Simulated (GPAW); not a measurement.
System: NaCl (space group Fm-3m).

Calculation (GPAW 26.7.0): PAW DFT in plane waves, on a grid or in atomic orbitals, no spin polarisation; energies at scaled volumes of the given cell, shape and fractions fixed, counted from the fit's minimum, third-order Birch-Murnaghan fit. All runs: no spin polarisation.

k mesh 8×8×8; occupations Fermi–Dirac; smearing width 0.05 eV; wave cutoff 800 eV.

Settings that differ: r2SCAN: potentials GPAW-PAW-data-sets-(gpaw-data-1.2.1); PBEsol: potentials PAW-data-sets-made-by gpaw-setup-for-the-functional.

Describe the result: the energy against volume, with one curve for each functional. The cases: r2SCAN; PBEsol.

The fitted equilibrium volumes, smallest first, are PBEsol 22.028, r2SCAN 22.147 Å³/atom. The fitted bulk moduli, smallest first, are PBEsol 26.1, r2SCAN 27.5 GPa.

r2SCAN:
```json
{"volume (Å³/atom)": "20.50", "energy (meV/atom)": "12.18"}
{"volume (Å³/atom)": "20.94", "energy (meV/atom)": "6.30"}
{"volume (Å³/atom)": "21.38", "energy (meV/atom)": "2.46"}
{"volume (Å³/atom)": "21.81", "energy (meV/atom)": "0.45"}
{"volume (Å³/atom)": "22.25", "energy (meV/atom)": "0.04"}
{"volume (Å³/atom)": "22.69", "energy (meV/atom)": "1.06"}
{"volume (Å³/atom)": "23.12", "energy (meV/atom)": "3.39"}
```

PBEsol:
```json
{"volume (Å³/atom)": "20.50", "energy (meV/atom)": "9.85"}
{"volume (Å³/atom)": "20.94", "energy (meV/atom)": "4.82"}
{"volume (Å³/atom)": "21.38", "energy (meV/atom)": "1.66"}
{"volume (Å³/atom)": "21.81", "energy (meV/atom)": "0.17"}
{"volume (Å³/atom)": "22.25", "energy (meV/atom)": "0.18"}
{"volume (Å³/atom)": "22.69", "energy (meV/atom)": "1.50"}
{"volume (Å³/atom)": "23.12", "energy (meV/atom)": "4.02"}
```

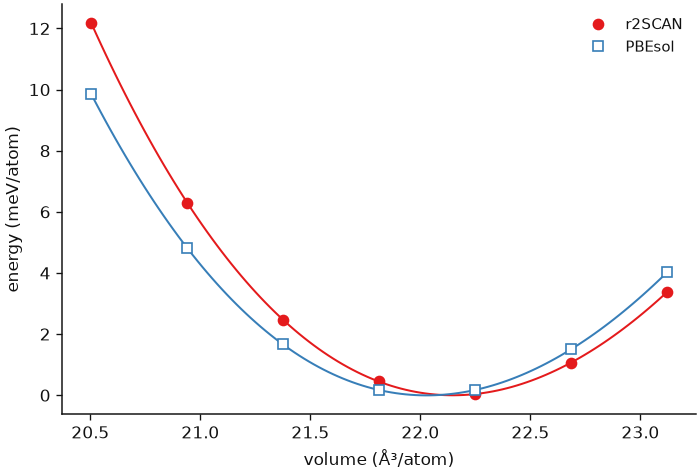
